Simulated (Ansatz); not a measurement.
# A thicker film of GaN (110) from five thinner ones

In a field along its normal an insulating film takes a dipole p. Written as a length, p/(ε₀AE), it should grow by 1 − 1/ε for each ångström added.

Set-up. Ansatz 0.2.0, plane waves with PAW datasets (its set soft_2), PBE; zincblende films relaxed at a bulk in-plane lattice constant near the measured one, then held in weak fields of both signs with a dipole correction (A is the cell's area, E the outer field).

```tsv
run	distance between the outer atoms (Å)	p/(ε₀AE) (Å)
5 units	6.566	7.537
6 units	8.182	8.898
8 units	11.417	11.603
9 units	13.035	12.955
12 units	17.888	17.018
16 units	24.359	?
```

Q: Estimate the withheld value from the rows shown.

A least-squares line through the 5 rows shown has slope 0.8371 and intercept 2.0445; no row lies more than 0.004 Å off it. That slope means ε = 1/(1 − 0.8371) = 6.14. At 24.359 it gives 0.8371 × 24.359 + 2.0445 = 22.435 Å, beyond the rows fitted. Rounding and scatter of the rows alone allow about ±0.010 Å there.

The run itself gives 22.434 Å: a miss of −0.001 Å, or 0.0 % of the value. The length is met to within 1 %, though ε is more sensitive than the length: the two thickest films give ε = 6.13.

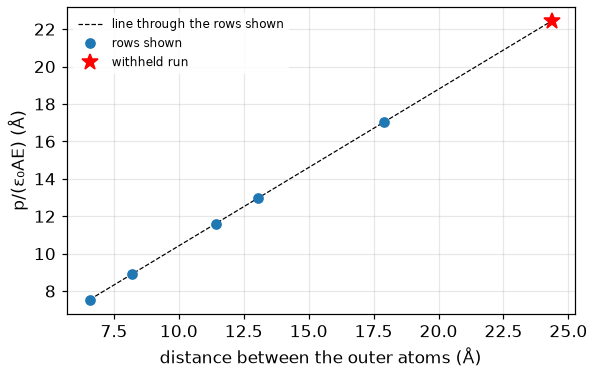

The fit and the withheld run.

**Limits.** This is the electronic response alone. A unit is one step of the cut along the normal (a plane, a pair of planes or a cell), and the layers relax along it, away from their bulk spacing where the functional's lattice constant differs from the one held.

[Logs are printed without paths, hosts, clocks, repeated set-up lines and the standing remarks that a program may print on its own settings, such as how far it seeks lower states.]
